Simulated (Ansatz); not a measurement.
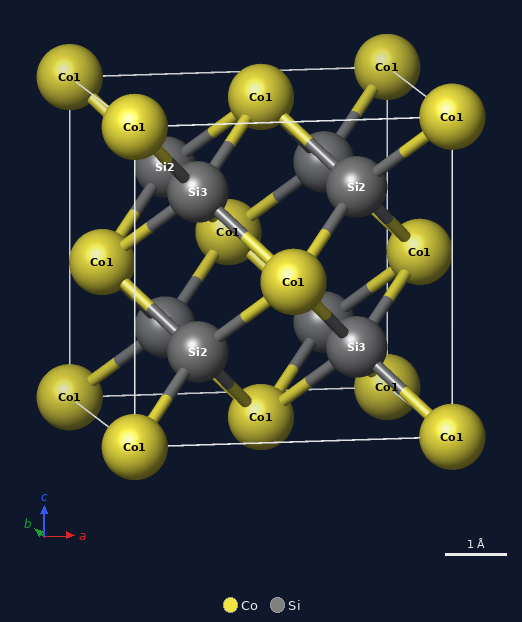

The input geometry (ball-and-stick view of the cell 4 times as large as that of the calculation, set on its symmetry axes, seen slightly off an axis; atoms are numbered from 1 in the order of the input). An atom can appear more than once, as a periodic image. Near neighbours in the periodic cell (some may lie outside the picture): Co has 8 Si at 2.32 Å; Si has 4 Co at 2.32 Å.

**Geometry relaxation of CoSi$_{2}$**

The run: geometry relaxation of CoSi$_{2}$ (Fm-3m, 3 atoms in the cell). Method and program: DFT PBE, scalar-relativistic, plane waves, PAW, no spin polarisation (Ansatz 0.2.0).

The structure derives from an entry of the Crystallography Open Database. Figures and captions count atoms from 1; the log counts them from 0 in places.

Input file:
```yaml
crystal:
  lattice:
    - [0.0, 2.678, 2.678]
    - [2.678, 0.0, 2.678]
    - [2.678, 2.678, 0.0]
  atoms:
    - { symbol: Co, position: [0.0, 0.0, 0.0] }
    - { symbol: Si, position: [0.25, 0.25, 0.25] }
    - { symbol: Si, position: [0.75, 0.75, 0.75] }
basis:
  ecutwfc: 420
kpoints:
  mp_grid: { grid: [14, 14, 14] }
hamiltonian:
  xc: pbe
scf:
  occupations: { method: gaussian, width: 0.1 }
output:
  forces: true
  stress: true
  eigenvalues: true
relax:
  adjacent_minimum: "off"
  f_tol: 0.005
  max_steps: 80
  cell: { stress_tol: 0.05 }
```

Command:
```bash
ansatz run input.yaml --threads 4 --pin off --max-ram 11264MiB --backend cpu --events-out ev --progress --plain --runs-dir out
```

Log:
```
Engine: ansatz 0.2.0, x86_64-unknown-linux-gnu
Pseudopotentials: kind: paw
Pseudopotential: Co, paw, valence charge 17, recommended cutoff 420 eV (normal), Co.paw.azcp
Pseudopotential: Si, paw, valence charge 4, recommended cutoff 420 eV (normal), Si.paw.azcp
Functional definition: PBE
  parameter kappa = 0.804
  parameter beta = 0.06672455060314922
  exchange = pbe_x(kappa = kappa, mu = beta*pi^2/3)
  correlation = pbe_c(beta = beta)
Crystal: 3 atoms, lattice volume = 38.412 Å³
Basis set: ecut = 420 eV, 749 PW (Γ), exchange–correlation on 54×54×54 points (8 copies of the dense FFT grid, shifted against one another)
Bands: 17, of which v1, the nominal top of the filled ones, is band 13 counted from 1 (12 counted from 0)
Symmetry: 48 space group operations
Space group: Fm-3m (ITA 225), of the structure as read, at distance tolerance 3.4e-5 Å
k-points: 104 of 2744
Non-local potential: Co, projectors of the file, l = 0: 3, l = 1: 2, l = 2: 3, l = 3: 1
Non-local potential: Si, projectors of the file, l = 0: 2, l = 1: 2, l = 2: 2
PAW form: soft (Blöchl's): semilocal exchange-correlation on the pseudo side does not see the compensation charge
PAW one-centre angular grid: Co, 590 points (default); XC on 64 Gauss nodes
PAW one-centre angular grid: Si, 110 points (default); XC on 64 Gauss nodes
Initial density: superposition of atomic densities (neutral atoms: chi_scale 0, normalization atom), corrected by the library's trained network
Initial wavefunctions: pseudopotential atomic-orbital guess
Functional: x = pbe(κ = 0.804, μ = 0.2195149727645171), c = pbe(β = 0.06672455060314922)
SCF iter   1: F=—  HF=-6399.178892 eV  |F-HF|=—  |Δ(HF+E_count)|=         —  Δρ=6.40e-3  dr2=1.56e-2  ethr=1.77e-3  ⟨swp⟩=5.1  Hψ=9109  notcnv=0
preconditioner: auto → Kerker (q_TF=auto, 2.540 Å⁻¹)  [metal: Δε(μ)=0.006 eV  Ē_g=8.154 eV  σ=0.100 eV  W_gap=0.04  n_scr=14 (ndim 8)  ℏωp=24.7 eV  f_vac=0.002  D(μ)=1.03/eV (n_scr^D=8)]
SCF iter   2: F=—  HF=-6399.178123 eV  |F-HF|=—  |Δ(HF+E_count)|=   7.69e-4  Δρ=3.29e-3  dr2=5.10e-3  ethr=6.25e-5  ⟨swp⟩=1.0  Hψ=2601  notcnv=0
SCF iter   3: F=—  HF=-6399.177938 eV  |F-HF|=—  |Δ(HF+E_count)|=   1.85e-4  Δρ=9.02e-4  dr2=2.22e-4  ethr=2.04e-5  ⟨swp⟩=1.8  Hψ=2264  notcnv=0
SCF iter   4: F=—  HF=-6399.178001 eV  |F-HF|=—  |Δ(HF+E_count)|=   6.29e-5  Δρ=4.67e-4  dr2=6.61e-5  ethr=8.87e-7  ⟨swp⟩=2.3  Hψ=2820  notcnv=0
SCF iter   5: F=—  HF=-6399.177993 eV  |F-HF|=—  |Δ(HF+E_count)|=   7.62e-6  Δρ=1.12e-4  dr2=5.85e-6  ethr=2.64e-7  ⟨swp⟩=2.0  Hψ=2177  notcnv=0
SCF iter   6: F=—  HF=-6399.177997 eV  |F-HF|=—  |Δ(HF+E_count)|=   3.90e-6  Δρ=1.28e-4  dr2=4.13e-6  ethr=2.34e-8  ⟨swp⟩=2.5  Hψ=2582  notcnv=0
SCF iter   7: F=—  HF=-6399.177997 eV  |F-HF|=—  |Δ(HF+E_count)|=   1.45e-7  Δρ=2.53e-5  dr2=1.92e-7  ethr=1.65e-8  ⟨swp⟩=2.3  Hψ=2353  notcnv=0
SCF iter   8: F=-6399.177997 eV  HF=-6399.177997 eV  |F-HF|=1.71e-8  |Δ(HF+E_count)|=   1.15e-8  Δρ=9.36e-6  dr2=2.11e-8  ethr=4.00e-10  ⟨swp⟩=4.9  Hψ=6035  notcnv=0
SCF 1 converged in 8 iterations: F = -6399.177997 eV  dr2 = 2.11e-8
  greatest PAW one-centre occupation: 1.000 electrons in one spin orbital (limit 2), on the Co atom at site 0 (counted from 0), in its partial waves of l = 0
relax step   1: F+E_penalty+E_count = -6399.17799690 eV  Δ(F+E_penalty+E_count) = +0.000e0 eV  max|allowed force component| = 3.547e-17 eV/Å  Δτ_max = 0.0000 Å  P = +0.390 GPa  Ω = 38.412 Å³  (8 SCF iters, dr2 threshold 1.00e-7 eV, accepted)
Crystal: 3 atoms, lattice volume = 38.460 Å³
Initial density: handed on by an earlier stage of this run
Initial wavefunctions: those handed on with the density
iter 1 solved again at ethr=1.40e-8 eV; its pass at ethr=3.10e-3 eV (dr2=3.51e-6 eV) is discarded
SCF iter   1: F=—  HF=-6399.178068 eV  |F-HF|=—  |Δ(HF+E_count)|=         —  Δρ=1.03e-4  dr2=3.69e-6  ethr=1.40e-8  ⟨swp⟩=2.0  Hψ=9888  notcnv=0
preconditioner: auto → Kerker (q_TF=auto, 2.539 Å⁻¹)  [metal: Δε(μ)=0.013 eV  Ē_g=8.164 eV  σ=0.100 eV  W_gap=0.07  n_scr=14 (ndim 8)  ℏωp=24.7 eV  f_vac=0.000  D(μ)=1.03/eV (n_scr^D=8)]
SCF iter   2: F=—  HF=-6399.178059 eV  |F-HF|=—  |Δ(HF+E_count)|=   8.45e-6  Δρ=5.91e-5  dr2=1.93e-6  ethr=1.40e-8  ⟨swp⟩=1.0  Hψ=1768  notcnv=0
SCF iter   3: F=—  HF=-6399.178059 eV  |F-HF|=—  |Δ(HF+E_count)|=   3.19e-7  Δρ=2.94e-5  dr2=6.05e-7  ethr=7.73e-9  ⟨swp⟩=1.0  Hψ=1768  notcnv=0
iter 4 did not close the SCF: its close was put off for the readings that it lacked (scf_convergence_deferred on its scf_iter line)
SCF iter   4: F=-6399.178059 eV  HF=-6399.178059 eV  |F-HF|=6.14e-9  |Δ(HF+E_count)|=   4.70e-8  Δρ=6.16e-6  dr2=1.99e-8  ethr=2.42e-9  ⟨swp⟩=2.1  Hψ=2645  notcnv=0
iter 5 did not close the SCF: its close was put off for the readings that it lacked (scf_convergence_deferred on its scf_iter line)
SCF iter   5: F=-6399.178059 eV  HF=-6399.178059 eV  |F-HF|=6.74e-9  |Δ(HF+E_count)|=   1.44e-8  Δρ=7.06e-6  dr2=1.61e-8  ethr=7.94e-11  ⟨swp⟩=2.1  Hψ=2898  notcnv=0
SCF iter   6: F=-6399.178059 eV  HF=-6399.178059 eV  |F-HF|=2.81e-10  |Δ(HF+E_count)|=   2.35e-9  Δρ=2.08e-6  dr2=1.29e-9  ethr=6.42e-11  ⟨swp⟩=1.9  Hψ=4983  notcnv=0
SCF 2 converged in 6 iterations: F = -6399.178059 eV  dr2 = 1.29e-9
relax step   2: F+E_penalty+E_count = -6399.17805887 eV  Δ(F+E_penalty+E_count) = -6.197e-5 eV  max|allowed force component| = 1.588e-16 eV/Å  Δτ_max = 0.0000 Å  P = +0.163 GPa  Ω = 38.460 Å³  energy of the carried Pulay correction = -2.109e-5 eV  (6 SCF iters, dr2 threshold 3.00e-7 eV, accepted)
Crystal: 3 atoms, lattice volume = 38.494 Å³
iter 1 solved again at ethr=7.41e-9 eV; its pass at ethr=3.10e-3 eV (dr2=1.85e-6 eV) is discarded
SCF iter   1: F=—  HF=-6399.178070 eV  |F-HF|=—  |Δ(HF+E_count)|=         —  Δρ=7.19e-5  dr2=1.90e-6  ethr=7.41e-9  ⟨swp⟩=2.0  Hψ=9888  notcnv=0
preconditioner: auto → Kerker (q_TF=auto, 2.539 Å⁻¹)  [metal: Δε(μ)=0.013 eV  Ē_g=8.157 eV  σ=0.100 eV  W_gap=0.07  n_scr=14 (ndim 8)  ℏωp=24.7 eV  f_vac=0.000  D(μ)=1.03/eV (n_scr^D=8)]
SCF iter   2: F=—  HF=-6399.178062 eV  |F-HF|=—  |Δ(HF+E_count)|=   7.95e-6  Δρ=4.32e-5  dr2=1.05e-6  ethr=7.41e-9  ⟨swp⟩=1.0  Hψ=1768  notcnv=0
SCF iter   3: F=—  HF=-6399.178061 eV  |F-HF|=—  |Δ(HF+E_count)|=   1.66e-7  Δρ=2.12e-5  dr2=3.18e-7  ethr=4.21e-9  ⟨swp⟩=1.0  Hψ=1768  notcnv=0
iter 4 did not close the SCF: its close was put off for the readings that it lacked (scf_convergence_deferred on its scf_iter line)
SCF iter   4: F=-6399.178061 eV  HF=-6399.178061 eV  |F-HF|=4.86e-9  |Δ(HF+E_count)|=   2.17e-8  Δρ=4.35e-6  dr2=9.66e-9  ethr=1.27e-9  ⟨swp⟩=2.2  Hψ=2652  notcnv=0
iter 5 did not close the SCF: its close was put off for the readings that it lacked (scf_convergence_deferred on its scf_iter line)
SCF iter   5: F=-6399.178061 eV  HF=-6399.178061 eV  |F-HF|=4.59e-9  |Δ(HF+E_count)|=   7.88e-9  Δρ=5.33e-6  dr2=9.03e-9  ethr=3.86e-11  ⟨swp⟩=2.0  Hψ=3043  notcnv=0
SCF iter   6: F=-6399.178061 eV  HF=-6399.178061 eV  |F-HF|=4.73e-11  |Δ(HF+E_count)|=   1.16e-9  Δρ=7.08e-7  dr2=2.49e-10  ethr=3.61e-11  ⟨swp⟩=2.0  Hψ=5459  notcnv=0
SCF 3 converged in 6 iterations: F = -6399.178061 eV  dr2 = 2.49e-10
relax step   3: F+E_penalty+E_count = -6399.17806141 eV  Δ(F+E_penalty+E_count) = -2.541e-6 eV  max|allowed force component| = 1.696e-16 eV/Å  Δτ_max = 0.0000 Å  P = +0.001 GPa  Ω = 38.494 Å³  energy of the carried Pulay correction = -3.625e-5 eV  (6 SCF iters, dr2 threshold 6.66e-8 eV, accepted)
Initial wavefunctions: pseudopotential atomic-orbital guess (no wavefunctions were taken with the density)
iter 1 solved again at ethr=8.00e-7 eV; its pass at ethr=3.10e-3 eV (dr2=2.00e-4 eV) is discarded
SCF iter   1: F=—  HF=-6399.178109 eV  |F-HF|=—  |Δ(HF+E_count)|=         —  Δρ=6.89e-6  dr2=2.57e-9  ethr=8.00e-7  ⟨swp⟩=3.0  Hψ=13477  notcnv=0
eigensolver tolerance schedule: the retry pair's looser diagonalisation over-reported the residual by 77727.77 of it (diagonalisation noise at an unbounded share of the residual, at the tolerance the schedule requests for it); recorded, not acted on — ethr = c·dr2/N_el stays at c = 1.0e-1
SCF iter   2: F=—  HF=-6399.178098 eV  |F-HF|=—  |Δ(HF+E_count)|=   1.18e-5  Δρ=5.84e-6  dr2=4.45e-9  ethr=1.03e-11  ⟨swp⟩=3.2  Hψ=3881  notcnv=0
SCF iter   3: F=—  HF=-6399.178098 eV  |F-HF|=—  |Δ(HF+E_count)|=  5.92e-10  Δρ=3.83e-7  dr2=5.50e-11  ethr=1.03e-11  ⟨swp⟩=2.0  Hψ=1872  notcnv=0
iter 4 did not close the SCF: its close was put off for the readings that it lacked (scf_convergence_deferred on its scf_iter line)
SCF iter   4: F=-6399.178098 eV  HF=-6399.178098 eV  |F-HF|=2.18e-11  |Δ(HF+E_count)|=  2.18e-11  Δρ=3.04e-7  dr2=2.79e-11  ethr=1.00e-12  ⟨swp⟩=2.0  Hψ=2338  notcnv=0
iter 5 did not close the SCF: its close was put off for the readings that it lacked (scf_convergence_deferred on its scf_iter line)
SCF iter   5: F=-6399.178098 eV  HF=-6399.178098 eV  |F-HF|=9.09e-13  |Δ(HF+E_count)|=  2.09e-11  Δρ=1.62e-7  dr2=9.04e-12  ethr=1.00e-12  ⟨swp⟩=1.0  Hψ=1768  notcnv=0
SCF iter   6: F=-6399.178098 eV  HF=-6399.178098 eV  |F-HF|=1.82e-12  |Δ(HF+E_count)|=  5.46e-12  Δρ=3.41e-8  dr2=7.30e-13  ethr=1.00e-12  ⟨swp⟩=4.0  Hψ=7244  notcnv=0
SCF 4 converged in 6 iterations: F = -6399.178098 eV  dr2 = 7.30e-13
relax step   4: F+E_penalty+E_count = -6399.17809755 eV  Δ(F+E_penalty+E_count) = -3.615e-5 eV  max|allowed force component| = 1.634e-16 eV/Å  Δτ_max = 0.0000 Å  P = +0.002 GPa  Ω = 38.494 Å³  stress off target by 2.44e-3 GPa  SCF on the basis re-selected at this cell (its energy is not comparable with the rows above)  (6 SCF iters)
```

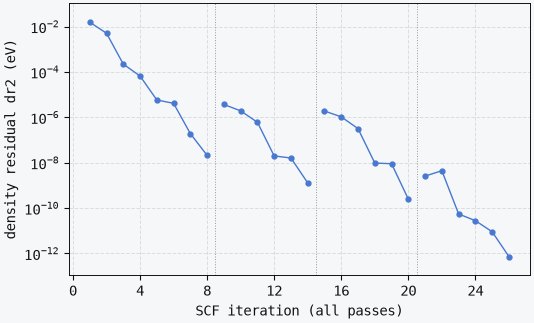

Convergence of the self-consistent field: density residual dr2 against the SCF iteration. The dotted lines part the SCF passes of the relaxation: geometry steps, rejected trials and re-solves on a re-selected basis. The passes take 8, 6, 6 and 6 iterations.

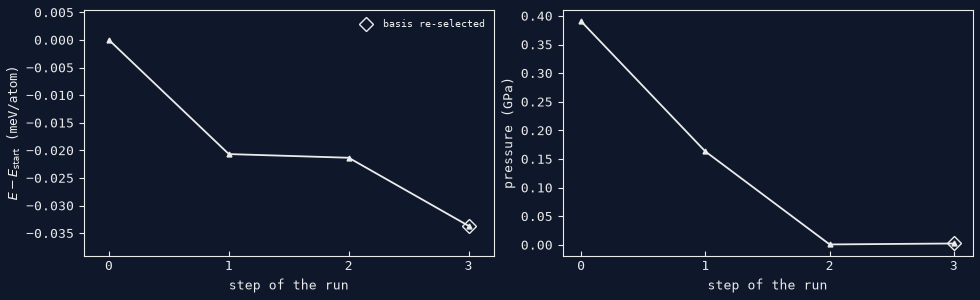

Progress of the relaxation, step by step (the first geometry is step 0 here and step 1 in the log). No atom moves by more than 0.005 Å relative to the cell. The energy falls by next to nothing (0.0 meV per atom) in 2 geometry steps. All forces vanish by symmetry, so only the cell relaxes. The pressure goes from 0.39 to 0.00 GPa. A last SCF at the same geometry on a re-selected plane-wave basis shifts the energy by next to nothing (0.0 meV per atom).

```
basis re-selected at this cell: Δ(F+E_penalty+E_count) = -3.615e-5 eV, ΔP = +0.002 GPa vs the last step (what re-selecting the basis moved, of the pressure what is left beyond the Pulay correction that the steps carried, after the strain that the cell walked since its last selection, with what the two solves' SCF thresholds leave and, on support functions, any second-order correction that the steps lacked; it is no measure of the basis error at this ecutwfc). This SCF's stress stands 2.44e-3 GPa from its target on what of the cell is left free (relax.cell.stress_tol is 5.00e-2 GPa) and its largest allowed force component is 1.63e-16 eV/Å (relax.f_tol is 5.00e-3 eV/Å): within both
SCF converged after 6 iterations
Free energy (F): -6399.178098 eV
Harris-Foulkes:  -6399.178098 eV  (|F-HF|=1.82e-12)
Internal energy: -6399.172939 eV  (E = F + TS)
E sigma→0 (E₀):  -6399.175518 eV
Entropy (-TS):   -0.005158 eV (-1.719 meV/atom)
Fermi energy:    12.862708 eV
--- Per-component energies (eV) ---
  E_band       = -284.881142
  E_kinetic    = 547.351672
  E_local      = -4098.565399  (includes V_loc(G=0)·N_el)
  E_nonlocal   = 501.204180
  E_hartree    = 1783.106333
  E_xc         = -274.035857
  E_vxc        = -305.170822  (∫ρ·V_xc dr)
  E_paw        = -2541.410314  (= ΣΔE_a)
  E_vpaw       = -495.913638  (= ΣTr[D̂ρ^β])
  E_aug_tail   = 0.000158  (compensation charges beyond the density's cutoff)
  E_ewald      = -2316.823714
  E_smearing   = -0.005158  (= −TS)
  E_closure    = 0.000000  (closes the sum)
  Σ components = -6399.178098   (vs F -6399.178098, Δ=0.00e0)
--- Forces (eV/Å), atoms counted from 1 ---
  atom   1  Co     0.00000000    -0.00000000     0.00000000
  atom   2  Si     0.00000000     0.00000000     0.00000000
  atom   3  Si    -0.00000000    -0.00000000    -0.00000000
  max |Σ_I F_I| component: 4.63e-17 eV/Å
--- Stress (GPa, compression-positive) ---
        0.002439      -0.000000       0.000000
       -0.000000       0.002439      -0.000000
       -0.000000      -0.000000       0.002439
  P = ⅓ Tr σ = 0.0024 GPa (0.024 kbar)
--- Band table (eV; the first three rows and the last of 104) ---
  k-point 0: bands = ["-81.9000", "-45.2148", "-45.2148", "-45.2148", "-0.2734", "8.7743", "8.7743", "8.7743", "10.9521", "10.9521", "13.5847", "16.2731", "16.2731", "16.2731", "16.2763", "16.2763", "16.2763"]
  k-point 1: bands = ["-81.9000", "-45.2149", "-45.2148", "-45.2148", "-0.1959", "8.5783", "8.8022", "8.8022", "10.9281", "10.9281", "13.6656", "15.0247", "15.6301", "15.6301", "16.9414", "16.9414", "17.5841"]
  k-point 2: bands = ["-81.9000", "-45.2153", "-45.2149", "-45.2149", "0.0356", "8.0449", "8.8807", "8.8807", "10.8704", "10.8704", "13.3233", "14.5334", "15.0026", "15.0026", "17.2628", "17.2628", "18.0023"]
  k-point 103: bands = ["-81.8999", "-45.2166", "-45.2163", "-45.2157", "4.4952", "5.0042", "6.5159", "7.1831", "10.3975", "10.6790", "10.9076", "11.4043", "12.1496", "15.9106", "17.1281", "18.1549", "20.0514"]
--- Relaxed structure (3 steps of the walk, 3 accepted, 1 SCFs on fresh bases) ---
  F+E_penalty+E_count = -6399.17809755 eV   max|allowed force component| = 1.634e-16 eV/Å   (the final SCF, on the basis selected at the relaxed cell)
  cell:  # Å, volume = 38.4943 Å³
    - [3.7259907990549004e-34, 2.6799219304160093, 2.6799219304160093]
    - [2.6799219304160093, 1.2101508578127028e-34, 2.6799219304160093]
    - [2.6799219304160093, 2.6799219304160093, 3.343837896587731e-34]
  atoms:
    - { symbol: Co, position: [-4.888090026421581e-35, 1.0799994566678586e-35, 4.0141020268059727e-35] }
    - { symbol: Si, position: [0.25, 0.25, 0.25] }
    - { symbol: Si, position: [0.75, 0.75, 0.75] }
```

Trajectory as extended XYZ (Å, eV, eV/Å), 4 frames, from step=1 to step=4:
```
3
Lattice="0.0000 2.6780 2.6780 2.6780 0.0000 2.6780 2.6780 2.6780 0.0000" Properties=species:S:1:pos:R:3:forces:R:3 step=1 energy=-6399.17800 pressure_GPa=0.39
Co    0.0000    0.0000    0.0000    0.0000   0.0000   0.0000
Si    1.3390    1.3390    1.3390    0.0000   0.0000   0.0000
Si    4.0170    4.0170    4.0170    0.0000   0.0000   0.0000
3
Lattice="0.0000 2.6791 2.6791 2.6791 0.0000 2.6791 2.6791 2.6791 0.0000" Properties=species:S:1:pos:R:3:forces:R:3 step=2 energy=-6399.17806 pressure_GPa=0.16
Co    0.0000    0.0000    0.0000    0.0000   0.0000   0.0000
Si    1.3396    1.3396    1.3396    0.0000   0.0000   0.0000
Si    4.0187    4.0187    4.0187    0.0000   0.0000   0.0000
3
Lattice="0.0000 2.6799 2.6799 2.6799 0.0000 2.6799 2.6799 2.6799 0.0000" Properties=species:S:1:pos:R:3:forces:R:3 step=3 energy=-6399.17806 pressure_GPa=0.00
Co    0.0000    0.0000    0.0000    0.0000   0.0000   0.0000
Si    1.3400    1.3400    1.3400    0.0000   0.0000   0.0000
Si    4.0199    4.0199    4.0199    0.0000   0.0000   0.0000
3
Lattice="0.0000 2.6799 2.6799 2.6799 0.0000 2.6799 2.6799 2.6799 0.0000" Properties=species:S:1:pos:R:3:forces:R:3 step=4 energy=-6399.17810 pressure_GPa=0.00
Co    0.0000    0.0000    0.0000    0.0000   0.0000   0.0000
Si    1.3400    1.3400    1.3400    0.0000   0.0000   0.0000
Si    4.0199    4.0199    4.0199    0.0000   0.0000   0.0000
```

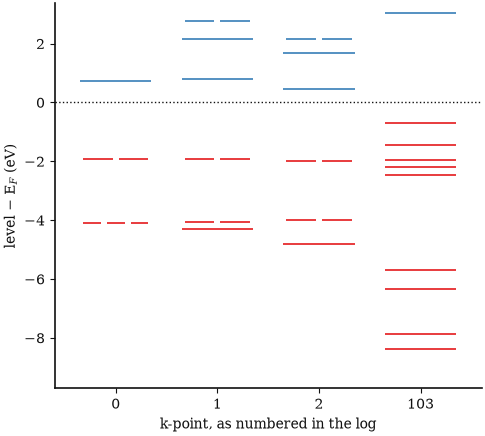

Kohn–Sham levels near the Fermi level (dotted) at the few k-points that the log prints; levels within 0.02 eV of each other stand side by side. The system is metallic on the full mesh.

Summary:

| quantity | value |
| --- | --- |
| outcome | converged |
| space group (tolerance 0.01 Å) | Fm-3m (225) |
| electrons treated | 25 |
| free energy | −6399.1781 eV |
| Fermi energy | 12.863 eV |
| gap on the k-point mesh | none (metallic) |
| pressure | 0.00 GPa |
| final volume | 38.49 Å³ |
| largest force (length of the vector) at the end | under 0.001 eV/Å |
| final cell | a = 3.790 Å, b = 3.790 Å, c = 3.790 Å, α = 60.00°, β = 60.00°, γ = 60.00° |
| hardware | 4 threads of Intel Xeon @ 2.70GHz, 189 GiB of memory available, shared host |
| wall time | 8.1 s (CPU time 26 s) |
| peak memory | 0.43 GiB |

Remarks:

The run has no spin polarisation, so a magnetic state may lie lower.
